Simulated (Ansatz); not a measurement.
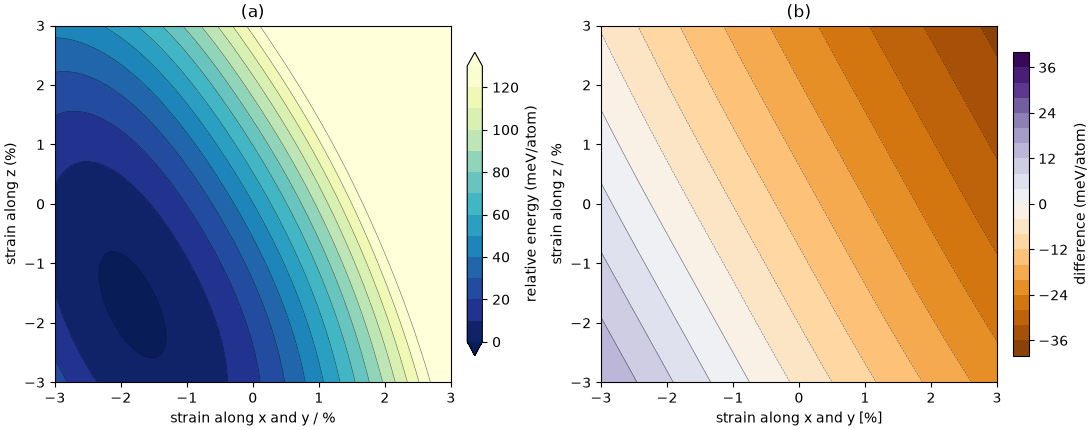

Os (Fm-3m, No. 225; 1 atom in the cell). The cell is strained homogeneously, by one strain along x and y and another along z, with fractional coordinates fixed (x, y and z along the cube axes). First axis: strain along x and y. Second axis: strain along z. The grid has 5 × 5 points. Energies are in meV/atom, from each map's own lowest point. The reference cell is the one listed in the database, not relaxed at this level. These are results of DFT PBEsol, scalar-relativistic, plane waves, PAW (Ansatz), not measurements. Settings: cutoff 420 eV, k-mesh 20×20×20, gaussian smearing 0.15 eV, no spin polarisation.

Panel (a): DFT PBEsol, scalar-relativistic, plane waves, PAW (Ansatz 0.2.0). Panel (b): the map at DFT r2SCAN, scalar-relativistic, plane waves, PAW (Ansatz 0.2.0) less the map of (a), each from its own lowest point.

### How does the change of method alter the landscape?

The difference runs from −37 meV/atom at strain along x and y = 3.0 %, strain along z = 3.0 % to 16 meV/atom at strain along x and y = −3.0 %, strain along z = −3.0 %. The interpolated minimum moves from −1.78 to −1.50 % in strain along x and y and −1.77 to −1.50 % in strain along z.
